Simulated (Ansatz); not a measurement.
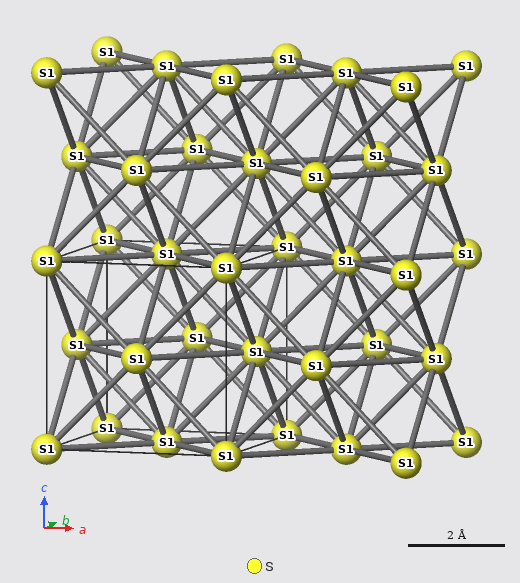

Reference structure: crystalline S (a generated structure, set up in Fm-3m). Style: ball-and-stick. Shown: the conventional cell (4 times the calculation's cell), repeated 2 × 1 × 2 with one cell outlined, slightly off an axis. Lengths and directions refer to the drawn axes.

Computed with Ansatz, DFT, PBE, all-electron PAW with datasets made for the crystal, scalar-relativistic. Settings: plane-wave cutoff 240 eV; k-point mesh 16 × 16 × 16; occupations fermi dirac; smearing width 0.03 eV; no spin polarisation.

The variant: All lengths are scaled by +1.6 % (volume +5.0 %), the atoms keeping their fractional coordinates. No relaxation follows.

### What is the effect?

Energy change: +9.0 meV per atom. The pressure goes from 0.1 to −3.5 GPa. All forces vanish by symmetry. Some distances before and after: S–S 2.820 → 2.866 Å. The space group stays Fm-3m (No. 225).

Drawn alike, the variant:

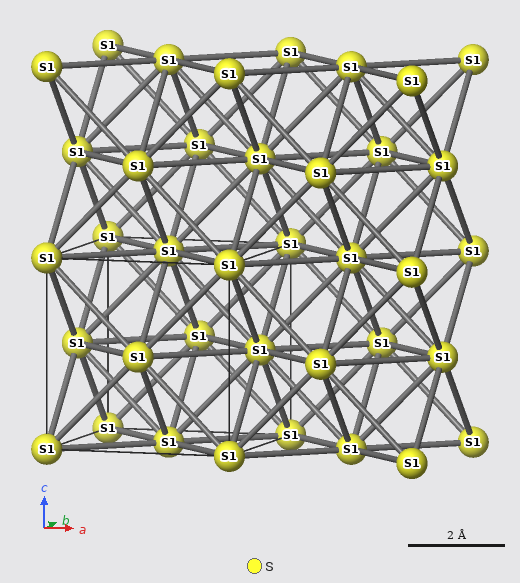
